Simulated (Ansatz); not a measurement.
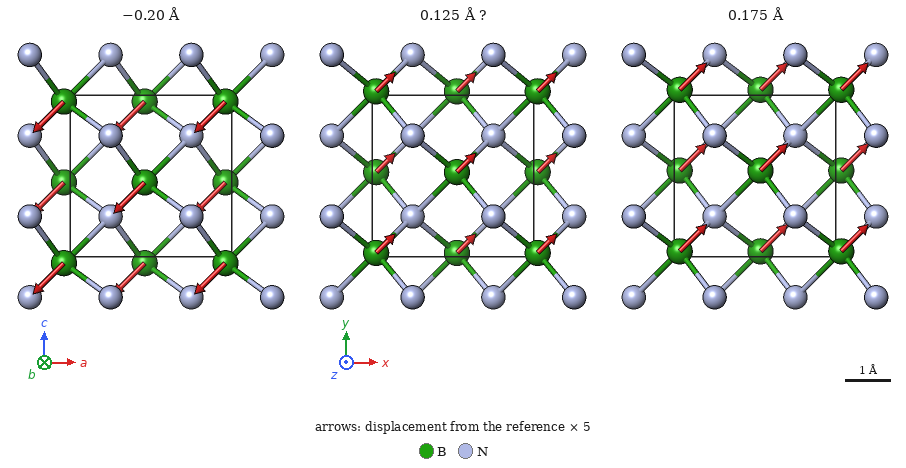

A crystal of BN (F-43m): the whole B sublattice is shifted rigidly, along Cartesian [1 1 0], all else fixed. Style: ball-and-stick. Shown: the conventional cell (4 times the calculation's cell), along the b axis. Red arrows: displacements from the reference. Lengths and directions refer to the drawn axes.

Method: Ansatz, DFT PBE, scalar-relativistic, plane waves, PAW. (plane-wave cutoff 420 eV; k-point mesh 12 × 12 × 12; occupations gaussian; smearing width 0.05 eV; no spin polarisation). Energies (free energies at the smearing named) are counted from the cell as listed in its source, which wasn't relaxed.

```
displacement (Å)  E − E(ref) (meV/cell)
          −0.200                    469
          −0.100                    118
           0.000                      0
           0.025                      7
           0.050                     29
           0.075                     66
           0.125                      ?
           0.150                    264
           0.175                    360
```

> Estimate the missing energy from the other rows, and compare with the calculation.

A straight line between the two neighbours gives 198 meV/cell. A cubic through the four nearest rows (0.050, 0.075, 0.150, 0.175) gives, with Lagrange weights, (−0.2000)(29) + (0.5000)(66) + (1.0000)(264) + (−0.3000)(360) = 183 meV/cell. The calculation gives 184 meV/cell, so the cubic is 1 meV/cell too low and the straight line 14 meV/cell too high, as the curve bends upwards here.

The whole profile:

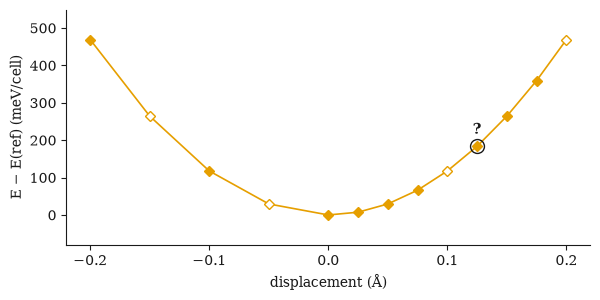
